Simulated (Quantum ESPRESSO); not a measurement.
## GaAs (F-43m): a worked LO-TO splitting

Wanted: the LO mode of GaAs (F-43m) from the TO mode and the field response.

Method: DFT LDA, scalar-relativistic, plane waves, PseudoDojo norm-conserving pseudopotentials, in Quantum ESPRESSO 7.5.

### 1. The relaxed structure

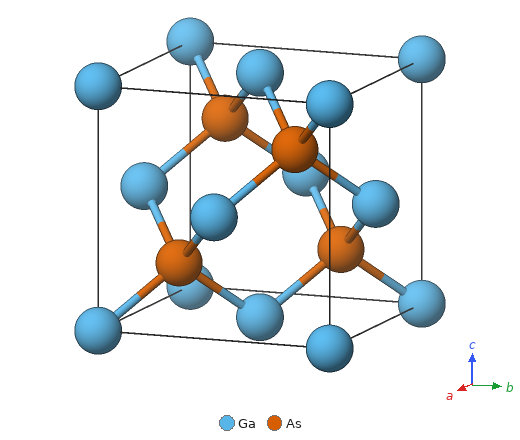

Start, viewed slightly off an axis; gallium blue, arsenic orange. This picture shows the conventional cell, with its axes. Bonds to atoms that aren't drawn are left out. Some periodic images of atoms are drawn too.

Structure file:

```
CELL_PARAMETERS angstrom
-2.80071 0.00000 2.80071
0.00000 2.80071 2.80071
-2.80071 2.80071 0.00000
ATOMIC_POSITIONS crystal
Ga 0.00000 0.00000 0.00000
As 0.25000 0.25000 0.25000
```

This is the cell after its relaxation at this level of theory, not the database cell from which that began.

### 2. What the response run gave

A linear-response run on the relaxed cell, with the response to an electric field; only its zone-centre results are used. Cutoff 88 Ry, k mesh 8×8×8 with shifts.

The log of the run:

```text
[banners, grids, parts of the stress and lines that vanish by symmetry left out]
Program PHONON v.7.5
     Reading xml data from directory:

[...]
Exchange-correlation= PW
                           (   1   4   0   0   0   0   0)
[...]
kinetic-energy cut-off    =      88.0000  Ry
     charge density cut-off    =     352.0000  Ry
     convergence threshold     =      1.0E-18
[...]
Exchange-correlation= PW
                           (   1   4   0   0   0   0   0)
[...]
q = (   0.0000000   0.0000000   0.0000000 )
     25 Sym.Ops. (with q -> -q+G )
     G cutoff =  999.0267  (  33079 G-vectors)     FFT grid: ( 45, 45, 45)
     number of k points=    60
[...]
Mode symmetry, T_d (-43m)  point group:
[...]
Dielectric constant
[...]
End of electric fields calculation
          Dielectric constant in cartesian axis
          (      13.933377136      -0.000000000       0.000000000 )
          (      -0.000000000      13.933377136       0.000000000 )
          (       0.000000000       0.000000000      13.933377136 )
          Effective charges (d Force / dE) in cartesian axis without acoustic sum rule applied (asr)
           atom    1  Ga    Mean Z*:        2.05559
      Ex  (        2.05559       -0.00000       -0.00000 )
      Ey  (       -0.00000        2.05559        0.00000 )
      Ez  (       -0.00000        0.00000        2.05559 )
           atom    2  As    Mean Z*:       -2.06041
      Ex  (       -2.06041       -0.00000        0.00000 )
      Ey  (       -0.00000       -2.06041       -0.00000 )
      Ez  (        0.00000       -0.00000       -2.06041 )
          Effective charges Sum: Mean:       -0.00482
[...]
Effective charges (d Force / dE) in cartesian axis with asr applied:
           atom    1  Ga    Mean Z*:        2.05800
[...]
atom    2  As    Mean Z*:       -2.05800
[...]
Representation #   1 modes #   1   2   3
[...]
End of self-consistent calculation
     Convergence has been achieved
     Representation #   2 modes #   4   5   6
[...]
End of self-consistent calculation
     Convergence has been achieved
[...]
Dielectric constant in cartesian axis
          (      13.933377136      -0.000000000       0.000000000 )
          (      -0.000000000      13.933377136       0.000000000 )
          (       0.000000000       0.000000000      13.933377136 )
          Effective charges (d Force / dE) in cartesian axis without acoustic sum rule applied (asr)
           atom    1  Ga    Mean Z*:        2.05559
      Ex  (        2.05559       -0.00000       -0.00000 )
      Ey  (       -0.00000        2.05559        0.00000 )
      Ez  (       -0.00000        0.00000        2.05559 )
           atom    2  As    Mean Z*:       -2.06041
      Ex  (       -2.06041       -0.00000        0.00000 )
      Ey  (       -0.00000       -2.06041       -0.00000 )
      Ez  (        0.00000       -0.00000       -2.06041 )
          Effective charges Sum: Mean:       -0.00482
[...]
Effective charges (d Force / dE) in cartesian axis with asr applied:
           atom    1  Ga    Mean Z*:        2.05800
[...]
atom    2  As    Mean Z*:       -2.05800
[...]
q = (    0.000000000   0.000000000   0.000000000 )
[...]
freq (    1) =      -0.049732 [THz] =      -1.658868 [cm-1]
     freq (    2) =      -0.049732 [THz] =      -1.658868 [cm-1]
     freq (    3) =      -0.049732 [THz] =      -1.658868 [cm-1]
     freq (    4) =       8.063640 [THz] =     268.974086 [cm-1]
     freq (    5) =       8.063640 [THz] =     268.974086 [cm-1]
     freq (    6) =       8.063640 [THz] =     268.974086 [cm-1]
[...]
Mode symmetry, T_d (-43m)  point group:
     freq (   1-   3) =         -1.7  [cm-1]   --> T_2  G_15 P_4   I+R
     freq (   4-   6) =        269.0  [cm-1]   --> T_2  G_15 P_4   I+R

   JOB DONE.
```

| quantity | value |
| --- | --- |
| cell volume Ω (Å³) | 43.937 |
| mass of Ga (u) | 69.723 |
| mass of As (u) | 74.922 |
| Born charge of Ga, raw (e) | 2.056 |
| Born charge of As, raw (e) | -2.060 |
| ε∞ | 13.933 |
| ω(TO) after the sum rule (cm⁻¹) | 269.0 |

### 3. The calculation

The charges must sum to zero over the cell; taking off their mean, -0.002 e, leaves Z* = 2.058 e on Ga. In the polar mode Ga moves against As, so the reduced mass is μ = 69.72 × 74.92 / 144.64 = 36.114 u.

A longitudinal wave builds up a field that adds to the restoring force: ω(LO)² = ω(TO)² + 4π Z*² / (μ Ω ε∞), in Hartree atomic units. With μ = 65833 electron masses and Ω = 296.50 bohr³ the second term is 1.9569e-07 Ha², or 9426 cm⁻² (1 Ha = 219474.6 cm⁻¹).

So ω(LO) = √(72350 + 9426) = 286.0 cm⁻¹, and by the Lyddane-Sachs-Teller relation ε₀ = ε∞ (ω(LO)/ω(TO))² = 15.75.

### 4. Check against the program

The analysis program adds the same non-analytic term to the full matrix, here for q along (1 0 0).

The log of the run:

```text
[banner, memory and clock lines left out]
Program DYNMAT v.7.5

     Reading Dynamical Matrix from file g.dyn
     ...Force constants read
     ...epsilon and Z* read

     Polarizability (A^3 units)
     multiply by 0.188284 for Clausius-Mossotti correction
        45.220645   -0.000000    0.000000
        -0.000000   45.220645    0.000000
         0.000000    0.000000   45.220645

     IR activities are in (D/A)^2/amu units

# mode   [cm-1]    [THz]      IR
    1     -0.00   -0.0000    0.0000
    2     -0.00   -0.0000    0.0000
    3      0.00    0.0000    0.0000
    4    268.98    8.0638    2.7057
    5    268.98    8.0638    2.7057
    6    285.96    8.5730    2.7057
```

ε₀ comes from the program's run without a direction of q.

| quantity | by hand | program |
| --- | --- | --- |
| ω(LO) (cm⁻¹) | 286.0 | 286.0 |
| ε₀ | 15.75 | 15.75 |

### 5. What came out

| Item | Value |
| --- | --- |
| TO mode | 269.0 cm⁻¹ |
| LO mode | 286.0 cm⁻¹ |
| static dielectric constant | 15.75 |

The LO mode of GaAs (F-43m) lies at 286 cm⁻¹, 17 cm⁻¹ above the TO mode; the formula meets the program within 0.1 cm⁻¹, as it must for a cubic crystal with one polar mode. ω(LO)² − ω(TO)² goes with Z*²/ε∞: an error of 5 % in ε∞ would move the LO mode by 0.8 cm⁻¹, and semilocal functionals tend to overestimate ε∞. These are harmonic values at zero temperature, at the volume of this functional, for the structure held cubic; stability elsewhere in the zone is no part of this calculation.

[Host names and launcher messages were left out of these logs when they were recorded.]

[Logs are printed without paths, hosts, clocks, repeated set-up lines and the standing remarks that a program may print on its own settings, such as how far it seeks lower states.]

[Hosts, paths, dates, database ids (printed as entryN), source tags and the programs' standing remarks are cut or masked in the printed files.]
